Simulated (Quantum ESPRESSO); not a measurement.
# A series of single points on InAs

System: InAs (2 atoms in the cell).
Method: Kohn-Sham DFT of a periodic cell, LDA, PseudoDojo 0.4.1 SR LDA standard, no spin polarisation (Quantum ESPRESSO 7.5).

The 7 runs differ only in the geometry, by an even scaling of the cell at fixed fractional positions. The structure derives from an entry of the Crystallography Open Database.

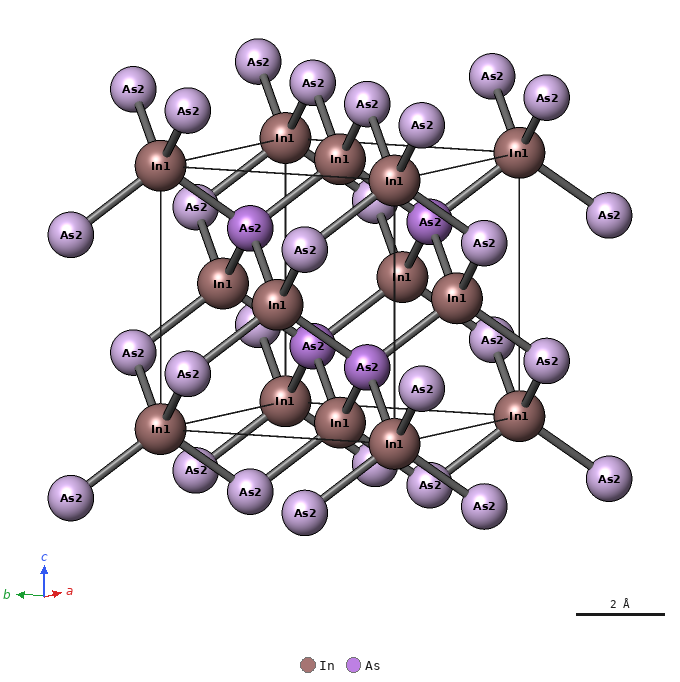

Figure 1. The structure of run 4 (ball-and-stick view of the cell 4 times as large as that of the calculation, set on its symmetry axes, seen at an oblique angle; neighbours outside the cell are drawn fainter; atoms are numbered from 1 in the order of the input).

## Input of run 4
```
&CONTROL
  calculation = 'scf'
  prefix = 'pwscf'
  outdir = './tmp'
  pseudo_dir = './pseudo'
  tprnfor = .true.
  tstress = .true.
  disk_io = 'nowf'
/
&SYSTEM
  ibrav = 0
  nat = 2
  ntyp = 2
  ecutwfc = 80
  nbnd = 21
  occupations = 'smearing'
  smearing = 'fd'
  degauss = 0.00367493
/
&ELECTRONS
  conv_thr = 4d-10
  electron_maxstep = 120
  mixing_beta = 0.5
/
ATOMIC_SPECIES
In   114.8180 In.upf
As    74.9216 As.upf
CELL_PARAMETERS angstrom
   0.0000000000    3.0180000000    3.0180000000
   3.0180000000    0.0000000000    3.0180000000
   3.0180000000    3.0180000000    0.0000000000
ATOMIC_POSITIONS crystal
In     0.0000000000    0.0000000000    0.0000000000
As     0.7500000000    0.7500000000    0.7500000000
K_POINTS automatic
8 8 8 0 0 0
```

Command:
```bash
OMP_NUM_THREADS=1 pw.x -in pw.in > pw.out
```

Run 5 differs from it as follows:
```diff
-   0.0000000000    3.0180000000    3.0180000000
-   3.0180000000    0.0000000000    3.0180000000
-   3.0180000000    3.0180000000    0.0000000000
+   0.0000000000    3.0379873375    3.0379873375
+   3.0379873375    0.0000000000    3.0379873375
+   3.0379873375    3.0379873375    0.0000000000
```

## Results, with one run withheld

| run | volume per atom (Å³) | free energy per atom, from the lowest run given (meV) | pressure (GPa) |
| --- | --- | --- | --- |
| 1 | 25.840 | 16.59 | 3.71 |
| 2 | 26.389 | 6.17 | 2.15 |
| 3 | 26.939 | 0.83 | 0.76 |
| 4 | 27.489 | 0.00 | −0.48 |
| 5 | 28.039 | ? | ? |
| 6 | 28.588 | 9.97 | −2.56 |
| 7 | 29.138 | 19.93 | −3.43 |

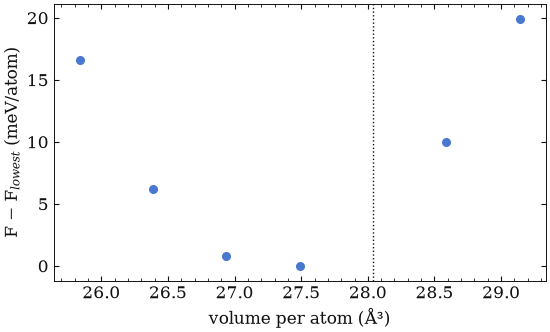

Figure 2. Free energy per atom of the runs given; the dotted line marks run 5.

Estimate the energy of run 5 from the others.

A cubic polynomial in V^(−2/3) (the Birch–Murnaghan form), fitted to the 6 runs given, misses them by under 0.01 meV per atom. With x = V^(−2/3) − 0.11014 Å⁻², it reads F = −0.18482 − 200.56 x + 9.5086e+05 x² + 3.556e+06 x³ (meV per atom). At run 5 it gives 3.20 meV per atom, and the run itself gives 3.19. The slope of the fit gives a pressure −dF/dV of −1.47 GPa there, and the run prints −1.58 GPa. The two needn't agree exactly: the fit is approximate, and the printed stress is taken on a finite basis. The fit has its minimum at 27.319 Å³ per atom, where V d²F/dV² gives 60.3 GPa: the bulk modulus at this level, since symmetry fixes the shape and the positions.

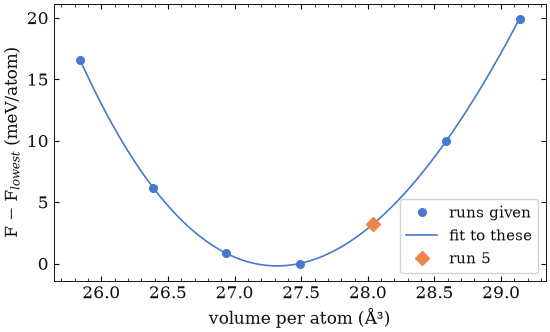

Figure 3. The fit and the withheld run.

## Some lines of the output (run 5)
```
[...]
     unit-cell volume          =     378.4291 (a.u.)^3
     number of k points=    29  Fermi-Dirac smearing, width (Ry)=  0.0037
     total energy              =    -344.46435649 Ry
     total energy              =    -344.47604830 Ry
     total energy              =    -344.47627476 Ry
     total energy              =    -344.47632253 Ry
     total energy              =    -344.47632718 Ry
     total energy              =    -344.47632739 Ry
     total energy              =    -344.47632740 Ry
     the Fermi energy is     7.6370 ev
!    total energy              =    -344.47632740 Ry
     The total energy is F=E-TS. E is the sum of the following terms:
     Computing stress (Cartesian axis) and pressure
          total   stress  (Ry/bohr**3)                   (kbar)     P=      -15.79
```
